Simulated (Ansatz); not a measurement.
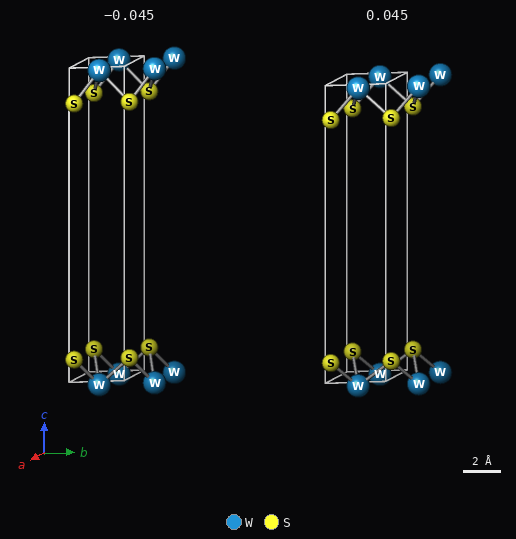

Solid WS2 (set up in P-6m2), under biaxial strain in the a–b plane (c and atoms relaxed), with energies (extrapolated to zero smearing) counted from the relaxed crystal, which is the row at zero. The picture shows the first and the last member. A ball-and-stick model of the cell of the calculation, repeated 2 × 2 × 1 with one cell outlined, seen slightly off an axis.

Computed with Ansatz 0.2.0: DFT r2SCAN, scalar-relativistic, plane waves, PAW. (plane-wave cutoff 500 eV; k-point mesh 12 × 12 × 2; occupations gaussian; smearing width 0.02 eV; no spin polarisation; force threshold 0.008 eV/Å)

```
strain  energy (meV/atom)  a (Å)   c (Å)  band gap (eV)
−0.045              77.51  3.038  17.409           1.97
 −0.03              33.39  3.086  17.257           2.07
−0.015                  ?      ?       ?              ?
   0.0               0.00  3.181  16.951           1.89
 0.015               7.65  3.229  16.798           1.50
  0.03              29.74  3.277  16.646           1.15
 0.045              65.07  3.324  16.493           0.84
```

Q: One row is withheld. What does the calculation give there?

A: A parabola through three neighbouring rows (−0.045, −0.03, 0.0) gives, with Lagrange weights, (−0.3333)(77.51) + (1.0000)(33.39) + (0.3333)(0.00) = 7.56 meV/atom. The calculation gives 8.10 meV/atom (a = 3.133 Å, c = 17.104 Å). The estimate is 0.54 meV/atom too low. For the gap a parabola through the rows −0.045, −0.03, 0.0 gives 2.04 eV, and the calculation 2.15 eV (semilocal gaps, lower than measured ones as a rule). From the first member to the last: W–W 3.038 → 3.324 Å, S–W 2.381 → 2.445 Å.

The whole series:

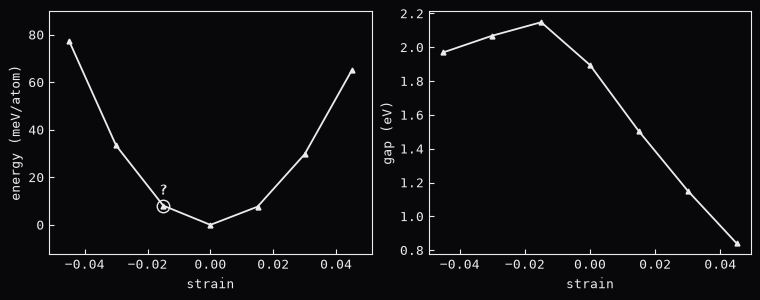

Each member starts from this one structure; whether another phase lies lower wasn't checked.

Limits of the set-up: layers or molecules are held without a dispersion correction, so their spacing is unreliable.
